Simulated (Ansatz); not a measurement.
# Bi: a changed input and its effect

System: Bi (P2₁/m, 4 atoms in the cell).
Method of the first run: Kohn-Sham DFT of a periodic cell, PBE, Ansatz PAW, no spin polarisation (Ansatz 0.2.0).

The structure derives from a Materials Project entry. Text and figures count atoms from 1; the logs count them from 0 in places.

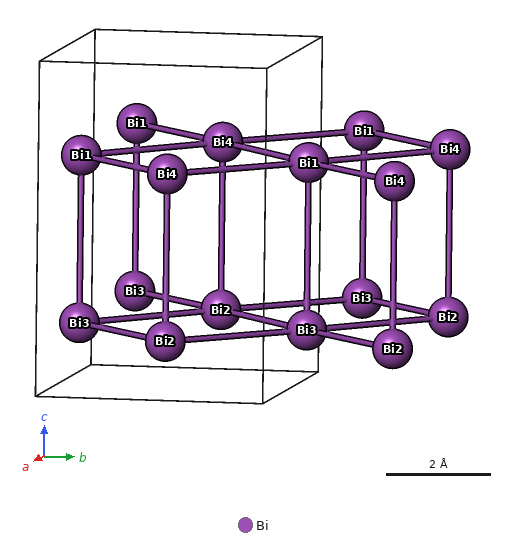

Figure 1. The structure (ball-and-stick view of the cell of the calculation, repeated 2 × 2 × 1, seen slightly off an axis; atoms are numbered from 1 in the order of the input). Near neighbours in the crystal (not all of them lie inside the picture): Bi has 6 Bi at 3.24 to 3.26 Å.

The input, the first run:
```yaml
crystal:
  lattice:
    - [4.6584121839, 0.0, 0.0]
    - [0.0, 4.52638858, 0.0]
    - [-0.3459734563, 0.0, 6.5119480672]
  atoms:
    - { symbol: Bi, position: [0.25137492, 0.25, 0.74873338] }
    - { symbol: Bi, position: [0.74862508, 0.75, 0.25126662] }
    - { symbol: Bi, position: [0.24988769, 0.25, 0.24888033] }
    - { symbol: Bi, position: [0.75011231, 0.75, 0.75111967] }
hamiltonian:
  xc: pbe
  pseudopotentials: { kind: paw }
kpoints:
  mp_grid: { grid: [6, 6, 4] }
scf:
  occupations: { method: fermi_dirac, width: 0.05 }
output:
  forces: true
  stress: true
  eigenvalues: true
```

Command:
```bash
ansatz run input.yaml --threads 2 --pin off --max-ram 5120MiB --backend cpu --events-out ev --progress --plain --runs-dir out
```

Hardware: 2 threads of Arm Neoverse V1, 24 GiB of memory available, shared host.

Output, shortened to warnings, some set-up lines, iterations and results (the first run):
```
Basis set: ecut = 420 eV, 2669 PW (Γ), exchange–correlation on 64×64×90 points (8 copies of the dense FFT grid, shifted against one another)
Symmetry: 4 space group operations
k-points: 56 of 144
Initial density: superposition of atomic densities (neutral atoms: chi_scale 0, normalization atom), corrected by the library's trained network
[...]
SCF iter   1: F=—  HF=-49585.985106 eV  |F-HF|=—  |Δ(HF+E_count)|=         —  Δρ=7.34e-4  dr2=6.83e-4  ethr=1.77e-3  ⟨swp⟩=7.9  Hψ=20388  notcnv=0  defer=74
SCF iter   2: F=—  HF=-49585.984632 eV  |F-HF|=—  |Δ(HF+E_count)|=   4.74e-4  Δρ=5.31e-4  dr2=4.15e-4  ethr=1.14e-6  ⟨swp⟩=2.5  Hψ=4629  notcnv=0  defer=139
SCF iter   3: F=—  HF=-49585.984804 eV  |F-HF|=—  |Δ(HF+E_count)|=   1.72e-4  Δρ=2.05e-4  dr2=4.80e-5  ethr=6.91e-7  ⟨swp⟩=2.0  Hψ=3826  notcnv=0  defer=139
SCF iter   4: F=—  HF=-49585.984754 eV  |F-HF|=—  |Δ(HF+E_count)|=   4.98e-5  Δρ=1.53e-4  dr2=1.98e-5  ethr=8.01e-8  ⟨swp⟩=2.0  Hψ=2476  notcnv=0  defer=139
SCF iter   5: F=—  HF=-49585.984757 eV  |F-HF|=—  |Δ(HF+E_count)|=   2.44e-6  Δρ=6.72e-5  dr2=6.07e-6  ethr=3.29e-8  ⟨swp⟩=2.0  Hψ=3833  notcnv=0  defer=139
SCF iter   6: F=—  HF=-49585.984755 eV  |F-HF|=—  |Δ(HF+E_count)|=   1.47e-6  Δρ=3.18e-5  dr2=1.31e-6  ethr=1.01e-8  ⟨swp⟩=3.0  Hψ=4075  notcnv=0  defer=139
SCF iter   7: F=—  HF=-49585.984755 eV  |F-HF|=—  |Δ(HF+E_count)|=   4.67e-7  Δρ=9.09e-6  dr2=1.06e-7  ethr=2.19e-9  ⟨swp⟩=2.1  Hψ=3838  notcnv=0  defer=139
SCF iter   8: F=-49585.984755 eV  HF=-49585.984755 eV  |F-HF|=5.09e-9  |Δ(HF+E_count)|=   4.54e-8  Δρ=2.05e-6  dr2=5.49e-9  ethr=1.67e-10  ⟨swp⟩=11.9  Hψ=11795  notcnv=0
SCF 1 converged in 8 iterations: F = -49585.984755 eV  dr2 = 5.49e-9
SCF converged after 8 iterations
Free energy (F): -49585.984755 eV
Harris-Foulkes:  -49585.984755 eV  (|F-HF|=5.09e-9)
Internal energy: -49585.960701 eV  (E = F + TS)
E sigma→0 (E₀):  -49585.972728 eV
Entropy (-TS):   -0.024054 eV (-6.013 meV/atom)
Fermi energy:    10.075121 eV
--- Per-component energies (eV) ---
  E_band       = -416.450912
  E_kinetic    = 1209.001969
  E_local      = -6092.487426  (includes V_loc(G=0)·N_el)
  E_nonlocal   = 2238.444312
  E_hartree    = 1974.692849
  E_xc         = -604.567046
  E_vxc        = -576.333066  (∫ρ·V_xc dr)
  E_paw        = -42652.853303  (= ΣΔE_a)
  E_vpaw       = -1144.466931  (= ΣTr[D̂ρ^β])
  E_aug_tail   = -0.001724  (compensation charges beyond the density's cutoff)
  E_ewald      = -5658.190332
  E_smearing   = -0.024054  (= −TS)
  E_closure    = -0.000000  (closes the sum)
  Σ components = -49585.984755   (vs F -49585.984755, Δ=0.00e0)
--- Forces (eV/Å), atoms counted from 1 ---
  atom   1  Bi    -0.00187409    -0.00000000    -0.00076062
  atom   2  Bi     0.00187409     0.00000000     0.00076062
  atom   3  Bi    -0.00242950    -0.00000000     0.00120404
  atom   4  Bi     0.00242950     0.00000000    -0.00120404
  max |Σ_I F_I| component: 4.34e-19 eV/Å
--- Stress (GPa, compression-positive) ---
        0.410761      -0.000000       0.230697
       -0.000000       0.999871       0.000000
        0.230697       0.000000       1.993812
  P = ⅓ Tr σ = 1.1348 GPa (11.348 kbar)
```

For the second run the input was changed thus:
```diff
-    - [4.6584121839, 0.0, 0.0]
-    - [0.0, 4.52638858, 0.0]
-    - [-0.3459734563, 0.0, 6.5119480672]
+    - [4.6271467306, 0.0, 0.0]
+    - [0.0, 4.4960092178, 0.0]
+    - [-0.3436514168, 0.0, 6.4682424009]
```

What does this change do to the results?

With the same functional and potentials, the second run lies 7.2 meV per atom higher. The pressure goes from 1.13 to 2.23 GPa. The volume per atom goes from 34.33 to 33.64 Å³. The cell is scaled evenly with the atoms at fixed fractional positions, so −ΔP/Δ ln V estimates the bulk modulus midway between the two volumes: about 54 GPa. The SCF takes 7 iterations against 8. The plane waves at Γ go from 2669 to 2639.

Output, shortened to warnings, some set-up lines, iterations and results (the second run):
```
Basis set: ecut = 420 eV, 2639 PW (Γ), exchange–correlation on 64×64×90 points (8 copies of the dense FFT grid, shifted against one another)
Symmetry: 4 space group operations
k-points: 56 of 144
Initial density: superposition of atomic densities (neutral atoms: chi_scale 0, normalization atom), corrected by the library's trained network
[...]
SCF iter   1: F=—  HF=-49585.956427 eV  |F-HF|=—  |Δ(HF+E_count)|=         —  Δρ=7.11e-4  dr2=6.10e-4  ethr=1.77e-3  ⟨swp⟩=7.7  Hψ=20335  notcnv=0  defer=91
SCF iter   2: F=—  HF=-49585.956035 eV  |F-HF|=—  |Δ(HF+E_count)|=   3.92e-4  Δρ=5.12e-4  dr2=3.67e-4  ethr=1.02e-6  ⟨swp⟩=2.7  Hψ=4664  notcnv=0  defer=156
SCF iter   3: F=—  HF=-49585.956182 eV  |F-HF|=—  |Δ(HF+E_count)|=   1.47e-4  Δρ=1.88e-4  dr2=3.82e-5  ethr=6.11e-7  ⟨swp⟩=2.0  Hψ=3825  notcnv=0  defer=156
SCF iter   4: F=—  HF=-49585.956110 eV  |F-HF|=—  |Δ(HF+E_count)|=   7.26e-5  Δρ=1.34e-4  dr2=1.52e-5  ethr=6.37e-8  ⟨swp⟩=1.9  Hψ=2644  notcnv=0  defer=156
SCF iter   5: F=—  HF=-49585.956111 eV  |F-HF|=—  |Δ(HF+E_count)|=   1.11e-6  Δρ=5.53e-5  dr2=4.29e-6  ethr=2.54e-8  ⟨swp⟩=2.0  Hψ=3830  notcnv=0  defer=156
SCF iter   6: F=—  HF=-49585.956110 eV  |F-HF|=—  |Δ(HF+E_count)|=   9.72e-7  Δρ=2.48e-5  dr2=8.23e-7  ethr=7.14e-9  ⟨swp⟩=3.0  Hψ=4078  notcnv=0  defer=156
SCF iter   7: F=-49585.956110 eV  HF=-49585.956110 eV  |F-HF|=4.59e-8  |Δ(HF+E_count)|=   2.73e-7  Δρ=6.30e-6  dr2=5.33e-8  ethr=1.67e-10  ⟨swp⟩=11.0  Hψ=13627  notcnv=0
SCF 1 converged in 7 iterations: F = -49585.956110 eV  dr2 = 5.33e-8
SCF converged after 7 iterations
Free energy (F): -49585.956110 eV
Harris-Foulkes:  -49585.956110 eV  (|F-HF|=4.59e-8)
Internal energy: -49585.932474 eV  (E = F + TS)
E sigma→0 (E₀):  -49585.944292 eV
Entropy (-TS):   -0.023635 eV (-5.909 meV/atom)
Fermi energy:    10.388821 eV
--- Per-component energies (eV) ---
  E_band       = -399.607982
  E_kinetic    = 1210.251618
  E_local      = -6033.604112  (includes V_loc(G=0)·N_el)
  E_nonlocal   = 2238.459394
  E_hartree    = 1953.387314
  E_xc         = -605.176962
  E_vxc        = -577.168589  (∫ρ·V_xc dr)
  E_paw        = -42652.825495  (= ΣΔE_a)
  E_vpaw       = -1144.338969  (= ΣTr[D̂ρ^β])
  E_aug_tail   = -0.001724  (compensation charges beyond the density's cutoff)
  E_ewald      = -5696.422508
  E_smearing   = -0.023635  (= −TS)
  E_closure    = -0.000000  (closes the sum)
  Σ components = -49585.956110   (vs F -49585.956110, Δ=0.00e0)
--- Forces (eV/Å), atoms counted from 1 ---
  atom   1  Bi    -0.00448565    -0.00000000    -0.00086270
  atom   2  Bi     0.00448565     0.00000000     0.00086270
  atom   3  Bi    -0.00521437    -0.00000000    -0.00010891
  atom   4  Bi     0.00521437     0.00000000     0.00010891
  max |Σ_I F_I| component: 1.73e-18 eV/Å
--- Stress (GPa, compression-positive) ---
        1.506393      -0.000000       0.203748
       -0.000000       2.074920       0.000000
        0.203748       0.000000       3.103366
  P = ⅓ Tr σ = 2.2282 GPa (22.282 kbar)
```

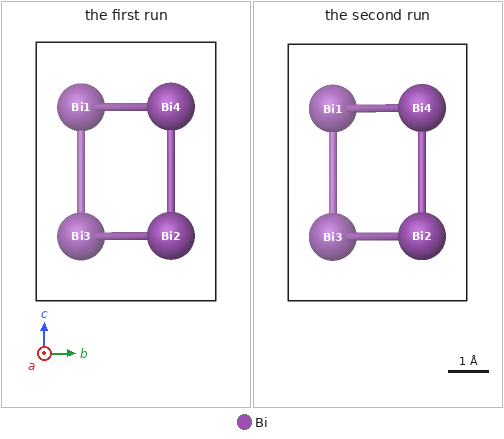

Figure 2. The two input geometries at one scale (ball-and-stick view of the cell of the calculation, along the a axis). No atom moves by more than 0.005 Å relative to the cell. Cell: a 4.658 → 4.627 Å (−0.7 %), b 4.526 → 4.496 Å (−0.7 %), c 6.521 → 6.477 Å (−0.7 %). Volume −2.0 %. Among the contacts that change: Bi1–Bi3 3.259 → 3.237 Å, Bi1–Bi4 3.253 → 3.231 Å.

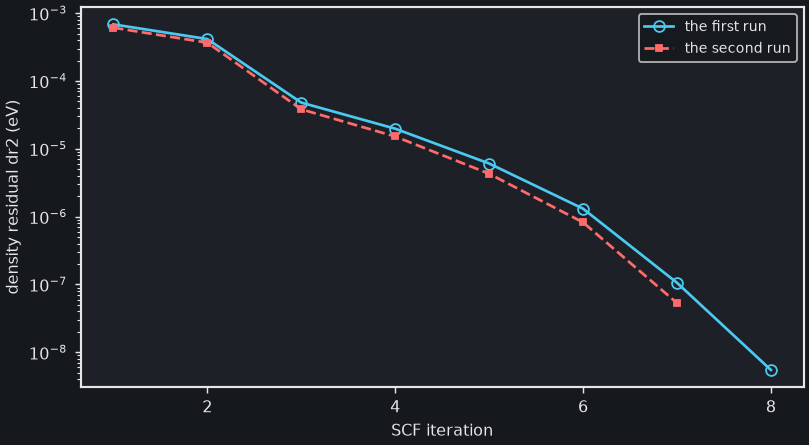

Figure 3. Convergence of the two runs: density residual dr2 against the SCF iteration. The first run takes 8 iterations in all, and the second run takes 7.

The two runs side by side:

```tsv
quantity	the first run	the second run
outcome	converged	converged
free energy per atom (eV)	−12396.4962	−12396.4890
energy per atom, smearing taken to zero (eV)	−12396.4932	−12396.4861
gap on the mesh (eV)	0.00	0.00
pressure (GPa)	1.13	2.23
volume per atom (Å³)	34.33	33.64
largest force (eV/Å)	0.003	0.005
SCF iterations	8	7
irreducible k-points	56	56
plane waves at Γ	2669	2639
wall time (shared host)	11 s	11 s
```

For both runs: Spin–orbit coupling is left out, which matters for Bi.
